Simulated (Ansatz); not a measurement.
Geometry relaxation of Ti₄H (part 2 of 2)

Continued. System: Ti₄H (slab, 5 atoms in the cell). Method: DFT r2SCAN, scalar-relativistic, plane waves, PAW, no spin polarisation (Ansatz 0.2.0); cutoff 500 eV, 12×12×1 k-mesh, Gaussian smearing of 0.1 eV. The structure derives from an entry of the Crystallography Open Database. The input holds or restrains some coordinates. Forces given for the steps count only the free coordinates. It belongs to a series of runs on one base structure; here: H put at a bridge Ti-Ti site.

Geometry of the input (Å; fractional positions):
```
2.9358  0.0000  0.0000
-1.4679  2.5425  0.0000
0.0000  0.0000  25.9543
Ti 0.6667  0.3333  0.3275
Ti 0.3333  0.6667  0.4168
Ti 0.6667  0.3333  0.5098
Ti 0.3333  0.6667  0.5928
H  -0.1667  -0.3333  0.6406
```

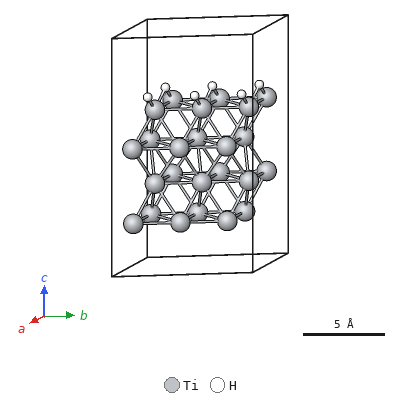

The geometry at step 2 of the log (ball-and-stick view of the 2 × 3 repeat of the cell, with the vacuum cut short, seen slightly off an axis).

**The program's output, continued**
```
relax step   3: F+E_penalty+E_count = -10032.39541962 eV  Δ(F+E_penalty+E_count) = -1.134e-1 eV  max|allowed force component| = 6.283e-1 eV/Å  Δτ_max = 0.1924 Å  (6 SCF iters, dr2 threshold 9.29e-6 eV, accepted)
efield: sawtooth ramp at fractional position 0.9641 (handed on by an earlier solve), width 0.0400; the density the first Hamiltonian is built on has a dipole p = 0.006 e·Å; the dipole correction subtracts the counter field D = 5.44e-3 V/Å, which shifts the + side's vacuum level by -0.14 eV against the − side's; the planar-averaged density in the ramp window peaks in size at 1.4e-6 e/Å³
preconditioner: auto → LDOS  [metal: Δε(μ)=0.012 eV  Ē_g=2.791 eV  σ=0.100 eV  W_gap=0.07  n_scr=16 (ndim 8)  ℏωp=11.0 eV  f_vac=0.561  D(μ)=6.63/eV (n_scr^D=38)  β→1.0]
SCF 4 converged in 6 iterations: F = -10032.565791 eV  dr2 = 1.90e-6
  Residual-converged pass: ⟨swp⟩=1.0  Hψ=1462  notcnv=0  max |occ|·‖R‖ = 7.1e-9 eV (tolerance 1.0e-8 eV)  dr2=1.90e-6  dr2_τ=3.95e-8  dr2_onsite=1.07e-7  max |Δocc| = 6.5e-11
relax step   4: F+E_penalty+E_count = -10032.56579106 eV  Δ(F+E_penalty+E_count) = -1.704e-1 eV  max|allowed force component| = 5.403e-1 eV/Å  Δτ_max = 0.1912 Å  (6 SCF iters, dr2 threshold 1.00e-4 eV, accepted)
efield: sawtooth ramp at fractional position 0.9641 (handed on by an earlier solve), width 0.0400; the density the first Hamiltonian is built on has a dipole p = 0.009 e·Å; the dipole correction subtracts the counter field D = 8.29e-3 V/Å, which shifts the + side's vacuum level by -0.22 eV against the − side's; the planar-averaged density in the ramp window peaks in size at 2.7e-6 e/Å³
preconditioner: auto → LDOS  [metal: Δε(μ)=0.007 eV  Ē_g=2.796 eV  σ=0.100 eV  W_gap=0.04  n_scr=16 (ndim 8)  ℏωp=11.0 eV  f_vac=0.563  D(μ)=7.12/eV (n_scr^D=62)  β→1.0]
SCF 5 converged in 6 iterations: F = -10032.609288 eV  dr2 = 1.12e-5
relax step   5: F+E_penalty+E_count = -10032.60928814 eV  Δ(F+E_penalty+E_count) = -4.350e-2 eV  max|allowed force component| = 5.146e-1 eV/Å  Δτ_max = 0.1948 Å  (6 SCF iters, dr2 threshold 1.00e-4 eV, accepted)
efield: sawtooth ramp at fractional position 0.9641 (handed on by an earlier solve), width 0.0400; the density the first Hamiltonian is built on has a dipole p = 0.012 e·Å; the dipole correction subtracts the counter field D = 1.10e-2 V/Å, which shifts the + side's vacuum level by -0.28 eV against the − side's; the planar-averaged density in the ramp window peaks in size at 2.9e-6 e/Å³
preconditioner: auto → LDOS  [metal: Δε(μ)=0.015 eV  Ē_g=2.796 eV  σ=0.100 eV  W_gap=0.09  n_scr=16 (ndim 8)  ℏωp=11.0 eV  f_vac=0.565  D(μ)=6.96/eV (n_scr^D=50)  β→1.0]
SCF 6 converged in 6 iterations: F = -10032.642030 eV  dr2 = 3.69e-5
relax step   6: F+E_penalty+E_count = -10032.64203019 eV  Δ(F+E_penalty+E_count) = -3.274e-2 eV  max|allowed force component| = 3.265e-2 eV/Å  Δτ_max = 0.1944 Å  (6 SCF iters, dr2 threshold 1.00e-4 eV, accepted)
efield: sawtooth ramp at fractional position 0.9641 (handed on by an earlier solve), width 0.0400; the density the first Hamiltonian is built on has a dipole p = 0.009 e·Å; the dipole correction subtracts the counter field D = 8.66e-3 V/Å, which shifts the + side's vacuum level by -0.22 eV against the − side's; the planar-averaged density in the ramp window peaks in size at 3.4e-6 e/Å³
preconditioner: auto → LDOS  [metal: Δε(μ)=0.010 eV  Ē_g=2.807 eV  σ=0.100 eV  W_gap=0.06  n_scr=16 (ndim 8)  ℏωp=11.0 eV  f_vac=0.564  D(μ)=6.56/eV (n_scr^D=26)  β→1.0]
SCF 7 converged in 5 iterations: F = -10032.642068 eV  dr2 = 1.38e-8
relax step   7: F+E_penalty+E_count = -10032.64206764 eV  Δ(F+E_penalty+E_count) = -3.744e-5 eV  max|allowed force component| = 3.449e-2 eV/Å  Δτ_max = 0.0000 Å  (5 SCF iters, accepted)
efield: sawtooth ramp at fractional position 0.9641 (handed on by an earlier solve), width 0.0400; the density the first Hamiltonian is built on has a dipole p = 0.009 e·Å; the dipole correction subtracts the counter field D = 8.50e-3 V/Å, which shifts the + side's vacuum level by -0.22 eV against the − side's; the planar-averaged density in the ramp window peaks in size at 3.2e-6 e/Å³
preconditioner: auto → LDOS  [metal: Δε(μ)=0.017 eV  Ē_g=2.802 eV  σ=0.100 eV  W_gap=0.09  n_scr=16 (ndim 8)  ℏωp=11.0 eV  f_vac=0.564  D(μ)=6.44/eV (n_scr^D=20)  β→1.0]
SCF 8 converged in 8 iterations: F = -10032.644052 eV  dr2 = 4.09e-8
relax step   8: F+E_penalty+E_count = -10032.64405219 eV  Δ(F+E_penalty+E_count) = -1.985e-3 eV  max|allowed force component| = 1.792e-2 eV/Å  Δτ_max = 0.0497 Å  (8 SCF iters, accepted)
efield: sawtooth ramp at fractional position 0.9641 (handed on by an earlier solve), width 0.0400; the density the first Hamiltonian is built on has a dipole p = 0.009 e·Å; the dipole correction subtracts the counter field D = 8.36e-3 V/Å, which shifts the + side's vacuum level by -0.22 eV against the − side's; the planar-averaged density in the ramp window peaks in size at 3.2e-6 e/Å³
preconditioner: auto → LDOS  [metal: Δε(μ)=0.020 eV  Ē_g=2.801 eV  σ=0.100 eV  W_gap=0.11  n_scr=16 (ndim 8)  ℏωp=11.0 eV  f_vac=0.564  D(μ)=6.44/eV (n_scr^D=20)  β→1.0]
SCF 9 converged in 8 iterations: F = -10032.644449 eV  dr2 = 2.29e-8
relax step   9: F+E_penalty+E_count = -10032.64444938 eV  Δ(F+E_penalty+E_count) = -3.972e-4 eV  max|allowed force component| = 1.923e-3 eV/Å  Δτ_max = 0.0356 Å  (8 SCF iters, accepted)
iter 1 solved again at ethr=4.65e-11 eV; its pass at ethr=3.10e-3 eV (dr2=2.28e-8 eV) is discarded
SCF iter   1: F=—  HF=-10032.644449 eV  |F-HF|=—  |Δ(HF+E_count)|=         —  Δρ=1.59e-6  dr2=2.29e-8  dr2_τ=1.30e-10  ethr=4.65e-11  p=0.009 e·Å  D=8.38e-3 V/Å  ΔV_dip=-0.22 eV  dr2_dipole=4.81e-10  V_vac-E_F(+/−)=4.35/4.57 eV  ⟨swp⟩=1.0  Hψ=6550  notcnv=0
efield: sawtooth ramp at fractional position 0.9641 (kept from the solve that this one continues, or follows in the run), width 0.0400; the density the first Hamiltonian is built on has a dipole p = 0.009 e·Å; the dipole correction subtracts the counter field D = 8.38e-3 V/Å, which shifts the + side's vacuum level by -0.22 eV against the − side's; the planar-averaged density in the ramp window peaks in size at 3.2e-6 e/Å³
preconditioner: auto → LDOS  [metal: Δε(μ)=0.026 eV  Ē_g=2.804 eV  σ=0.100 eV  W_gap=0.15  n_scr=16 (ndim 8)  ℏωp=11.0 eV  f_vac=0.564  D(μ)=6.47/eV (n_scr^D=20)  β→1.0]
SCF iter   2: F=-10032.644449 eV  HF=-10032.644449 eV  |F-HF|=1.59e-8  |Δ(HF+E_count)|=   3.28e-9  Δρ=1.27e-6  dr2=1.64e-8  dr2_τ=2.23e-10  ethr=4.65e-11  p=0.009 e·Å  D=8.37e-3 V/Å  ΔV_dip=-0.22 eV  dr2_dipole=3.65e-9  V_vac-E_F(+/−)=4.35/4.57 eV  ⟨swp⟩=9.6  Hψ=7838  notcnv=0
SCF 10 converged in 2 iterations: F = -10032.644449 eV  dr2 = 1.64e-8
WARN: The output density's exchange-correlation potential varies sharply where the density is thin. Do not read a vacuum level from v_tot or v_xc, or from such a field of the output density. On a cell that repeats whose density bears no net charge and no dipole along the vacuum's axis use v_es (v_loc + v_h of the components); under efield.dipole_correction with no amplitude use v_es + v_field, which holds any external_charges[].barrier, or the levels of the report's work_function block, which leave it out; under a non-zero efield.amplitude the vacuum is tilted and has no level; on a cell that repeats and bears such a dipole with no correction it is tilted too, and efield.dipole_correction with no amplitude gives each side of its ramp a level where efield: is served; in a cell that repeats whose density bears a net charge (total_charge, or a fill off its count) it is curved and has none; of a slab under crystal.periodic whose density bears no net charge use v_es, which has a level on each side, short of where the two are joined; of another it falls or rises all the way out and has none; of a slab beside external_charges read slab_vacuum_level instead, which it has where they leave it neutral. The grid or the basis barely resolves most such structure, and the values can differ between equally converged runs; as a rule a tighter scf.convergence.dr2_threshold does not remove it. Where the density itself ripples (under the LDA too) a higher basis.ecutwfc lessens it. The files hold the spikes' plane waves up to the density's cutoff. Files: v_tot_of_output_density and the like, and their columns of v_z.tsv (output.write_potential); v_xc_of_output_density and the like, and their columns of v_comp_z.tsv (output.write_potential_components). Measured: with its Gaussian average of σ = 0.25 Å subtracted twice, the exchange-correlation potential is over 0.1 eV at 3993 of the grid points where the equally averaged density (valence and model cores) is under 1e-3 e/Å³, and 0.690 eV at the most among them, at an averaged density of 4.3e-9 e/Å³. The input density's (outcome.potential() and, of a run that writes arrays, v_tot and v_xc) is over 0.1 eV, so measured, at 165 points of its own thin density, 0.293 eV at the most. See output.write_potential in the manual, Limitations
SCF converged after 2 iterations
Free energy (F): -10032.644449 eV
Harris-Foulkes:  -10032.644449 eV  (|F-HF|=1.59e-8)
Internal energy: -10032.612109 eV  (E = F + TS)
E sigma→0 (E₀):  -10032.628279 eV
Entropy (-TS):   -0.032341 eV (-6.468 meV/atom)
Fermi energy:    2.148660 eV
Dipole field:    D = 0.008454 V/Å  (p = 0.009051 e·Å, saw-weighted, corrected)
Work function:   Φ+ = 4.3470 eV   Φ− = 4.5664 eV
Levels:          The Fermi level and band energies are counted from a zero that moves with the ramp; work functions are not
--- Per-component energies (eV) ---
  E_band       = -1230.674090
  E_kinetic    = 1099.978002
  E_local      = -55151.707818  (includes V_loc(G=0)·N_el)
  E_nonlocal   = 30.721913
  E_hartree    = 27007.243643
  E_xc         = -378.737237
  E_vxc        = -541.224590  (∫ρ·V_xc dr)
  E_paw        = -4226.939059  (= ΣΔE_a)
  E_vpaw       = -720.282880  (= ΣTr[D̂ρ^β])
  E_aug_tail   = -0.000062  (compensation charges beyond the density's cutoff)
  E_vtau       = 37.174821  (kinetic-family band-sum trace: ∫τ·v_τ [+ j·A + Jᵃ·Aᵃ] dr)
  E_efield     = 0.000038  (sawtooth field / dipole correction)
  E_vefield    = 0.193636  (∫n·V_field dr)
  E_ewald      = 21587.842300
  E_core_change = -1.013829  (= ΣΔE_core)
  E_smearing   = -0.032341  (= −TS)
  E_closure    = 0.000000  (closes the sum)
  Σ components = -10032.644449   (vs F -10032.644449, Δ=0.00e0)
--- Forces (eV/Å), atoms counted from 1 ---
  atom   1  Ti    -0.00000000     0.00015350     0.62169599
  atom   2  Ti    -0.00000000     0.00087112    -0.61918987
  atom   3  Ti    -0.00000000     0.00039750    -0.00031162
  atom   4  Ti     0.00000000    -0.00139289    -0.00203304
  atom   5  H      0.00000000    -0.00001204    -0.00018644
  max |Σ_I F_I| component: 2.50e-5 eV/Å
--- Band table (eV; the first three rows and the last of 43) ---
  k-point 0: bands = ["-57.3054", "-57.2483", "-57.0562", "-56.9996", "-32.7659", "-32.6311", "-32.2751", "-32.1400", "-32.1400", "-32.1214", "-32.1214", "-32.0313", "-31.9626", "-31.9624", "-31.9245", "-31.9244", "-5.0912", "-3.8121", "-2.4778", "-1.1172", "0.6801", "1.9413", "2.3117", "2.5509", "2.8390", "2.8390", "2.9420", "2.9427", "2.9431", "3.0317"]
  k-point 1: bands = ["-57.2999", "-57.2429", "-57.0510", "-56.9957", "-32.7561", "-32.6237", "-32.2850", "-32.1756", "-32.1497", "-32.1484", "-32.1294", "-32.0334", "-31.9870", "-31.9704", "-31.9541", "-31.9301", "-4.9229", "-3.6256", "-2.3077", "-0.9485", "0.6952", "1.8435", "2.1780", "2.5062", "2.6170", "2.7592", "2.9286", "2.9567", "3.0549", "3.1005"]
  k-point 2: bands = ["-57.2846", "-57.2281", "-57.0366", "-56.9852", "-32.7301", "-32.6035", "-32.3332", "-32.2681", "-32.2036", "-32.1713", "-32.1513", "-32.0878", "-32.0295", "-32.0143", "-31.9917", "-31.9459", "-4.4549", "-3.0948", "-1.8408", "-0.5011", "0.6978", "1.5222", "1.8906", "2.1666", "2.4004", "2.5129", "2.8413", "3.0588", "3.2226", "3.3386"]
  k-point 42: bands = ["-57.2214", "-57.1673", "-56.9746", "-56.9451", "-32.6491", "-32.5737", "-32.5484", "-32.5147", "-32.4135", "-32.3599", "-32.2846", "-32.2743", "-32.1987", "-32.1246", "-32.0938", "-32.0539", "-2.5543", "-0.2207", "0.0975", "0.3854", "0.8739", "1.0197", "1.2273", "1.4448", "1.7971", "2.1758", "2.3127", "2.6439", "2.8893", "3.4182"]
--- Relaxed structure (9 steps of the walk, 9 accepted, 0 SCFs on fresh bases) ---
  F+E_penalty+E_count = -10032.64444938 eV   max|allowed force component| = 1.923e-3 eV/Å
  atoms:
    - { symbol: Ti, position: [0.6666666666499999, 0.3333333332999999, 0.32749885319999994] }
    - { symbol: Ti, position: [0.3333333333499999, 0.6666666666999999, 0.41681343319999997] }
    - { symbol: Ti, position: [0.6669419311761314, 0.3338838623522631, 0.5102539972953215] }
    - { symbol: Ti, position: [0.3337574174138287, 0.6675148348276574, 0.595574386258967] }
    - { symbol: H, position: [0.00042035035441131366, 0.000840700708822638, 0.6346490195284241] }
```

**Trajectory as extended XYZ (Å, eV, eV/Å), 9 frames, from step=1 to step=9**
```
5
Lattice="2.9358 0.0000 0.0000 -1.4679 2.5425 0.0000 0.0000 0.0000 25.9543" Properties=species:S:1:pos:R:3:forces:R:3 step=1 energy=-10032.23846
Ti    1.4679    0.8475    8.5000    0.0000   0.0035   0.6134
Ti    0.0000    1.6950   10.8181    0.0000   0.0156  -0.6164
Ti    1.4679    0.8475   13.2318    0.0000  -0.1160  -0.4144
Ti    0.0000    1.6950   15.3864    0.0000   0.0258   0.7613
H     0.0000   -0.8475   16.6264    0.0000   0.0710  -0.3427
5
Lattice="2.9358 0.0000 0.0000 -1.4679 2.5425 0.0000 0.0000 0.0000 25.9543" Properties=species:S:1:pos:R:3:forces:R:3 step=2 energy=-10032.28198
Ti    1.4679    0.8475    8.5000    0.0000  -0.0075   0.5887
Ti    0.0000    1.6950   10.8181    0.0000   0.0199  -0.5633
Ti    1.4679    0.7869   13.2265    0.0000  -0.0587   0.2070
Ti    0.0000    1.6948   15.4996    0.0000  -0.2180  -0.3856
H     0.0000   -0.7398   16.6191    0.0000   0.2641   0.1530
5
Lattice="2.9358 0.0000 0.0000 -1.4679 2.5425 0.0000 0.0000 0.0000 25.9543" Properties=species:S:1:pos:R:3:forces:R:3 step=3 energy=-10032.39542
Ti    1.4679    0.8475    8.5000    0.0000  -0.0121   0.5976
Ti    0.0000    1.6950   10.8181    0.0000  -0.0408  -0.5762
Ti    1.4679    0.7323   13.2305    0.0000   0.0452   0.2953
Ti    0.0000    1.6328   15.5097    0.0000  -0.6198  -0.4668
H     0.0000   -0.5488   16.5960    0.0000   0.6283   0.1501
5
Lattice="2.9358 0.0000 0.0000 -1.4679 2.5425 0.0000 0.0000 0.0000 25.9543" Properties=species:S:1:pos:R:3:forces:R:3 step=4 energy=-10032.56579
Ti    1.4679    0.8475    8.5000    0.0000  -0.0199   0.6126
Ti    0.0000    1.6950   10.8181    0.0000  -0.0757  -0.5697
Ti    1.4679    0.6889   13.2490    0.0000   0.0371   0.2709
Ti    0.0000    1.5325   15.5222    0.0000  -0.4805  -0.3879
H     0.0000   -0.3640   16.5470    0.0000   0.5403   0.0738
5
Lattice="2.9358 0.0000 0.0000 -1.4679 2.5425 0.0000 0.0000 0.0000 25.9543" Properties=species:S:1:pos:R:3:forces:R:3 step=5 energy=-10032.60929
Ti    1.4679    0.8475    8.5000    0.0000  -0.0218   0.6419
Ti    0.0000    1.6950   10.8181    0.0000  -0.0810  -0.5543
Ti    1.4679    0.6794   13.2798    0.0000  -0.0536  -0.0250
Ti    0.0000    1.4328   15.5030    0.0000   0.5146  -0.2195
H     0.0000   -0.1799   16.4836    0.0000  -0.3570   0.1557
5
Lattice="2.9358 0.0000 0.0000 -1.4679 2.5425 0.0000 0.0000 0.0000 25.9543" Properties=species:S:1:pos:R:3:forces:R:3 step=6 energy=-10032.64203
Ti    1.4679    0.8475    8.5000    0.0000  -0.0101   0.6176
Ti    0.0000    1.6950   10.8181    0.0000  -0.0394  -0.6630
Ti    1.4679    0.7698   13.2280    0.0000   0.0327   0.0227
Ti    0.0000    1.6165   15.4393    0.0000   0.0288   0.0083
H     0.0000   -0.0736   16.4489    0.0000  -0.0184   0.0185
5
Lattice="2.9358 0.0000 0.0000 -1.4679 2.5425 0.0000 0.0000 0.0000 25.9543" Properties=species:S:1:pos:R:3:forces:R:3 step=7 energy=-10032.64207
Ti    1.4679    0.8475    8.5000    0.0000  -0.0101   0.6167
Ti    0.0000    1.6950   10.8181    0.0000  -0.0395  -0.6627
Ti    1.4679    0.7698   13.2280    0.0000   0.0345   0.0224
Ti    0.0000    1.6165   15.4393    0.0000   0.0333   0.0052
H     0.0000   -0.0736   16.4489    0.0000  -0.0181   0.0185
5
Lattice="2.9358 0.0000 0.0000 -1.4679 2.5425 0.0000 0.0000 0.0000 25.9543" Properties=species:S:1:pos:R:3:forces:R:3 step=8 energy=-10032.64405
Ti    1.4679    0.8475    8.5000    0.0000  -0.0036   0.6176
Ti    0.0000    1.6950   10.8181    0.0000  -0.0150  -0.6441
Ti    1.4679    0.8192   13.2332    0.0000   0.0103   0.0179
Ti    0.0000    1.6647   15.4468    0.0000   0.0045   0.0025
H     0.0000   -0.0313   16.4595    0.0000   0.0038   0.0061
5
Lattice="2.9358 0.0000 0.0000 -1.4679 2.5425 0.0000 0.0000 0.0000 25.9543" Properties=species:S:1:pos:R:3:forces:R:3 step=9 energy=-10032.64445
Ti    1.4679    0.8475    8.5000    0.0000   0.0002   0.6217
Ti    0.0000    1.6950   10.8181    0.0000   0.0009  -0.6192
Ti    1.4679    0.8489   13.2433    0.0000   0.0004  -0.0003
Ti    0.0000    1.6971   15.4577    0.0000  -0.0014  -0.0019
H     0.0000    0.0021   16.4719    0.0000   0.0000  -0.0002
```

**Summary**

- outcome: converged under the restraints of the input
- electrons treated: 49
- free energy: −10032.6444 eV
- work function, top face: 4.35 eV
- work function, bottom face: 4.57 eV
- Fermi energy: 2.149 eV
- gap on the k-point mesh: none (metallic)
- final volume: 193.73 Å³
- work function (upper face): 4.35 eV
- largest force (length of the vector) at the end, held atoms and coordinates included: 0.622 eV/Å
- hardware: 1 thread of Intel Xeon @ 2.50GHz (Skylake/Cascade Lake), 64 GiB of memory available, shared host
- wall time: 8.2 min
- peak memory: 1.1 GiB

**Remarks**

Warnings of the run: the exchange-correlation potential is rough where the density is thin.
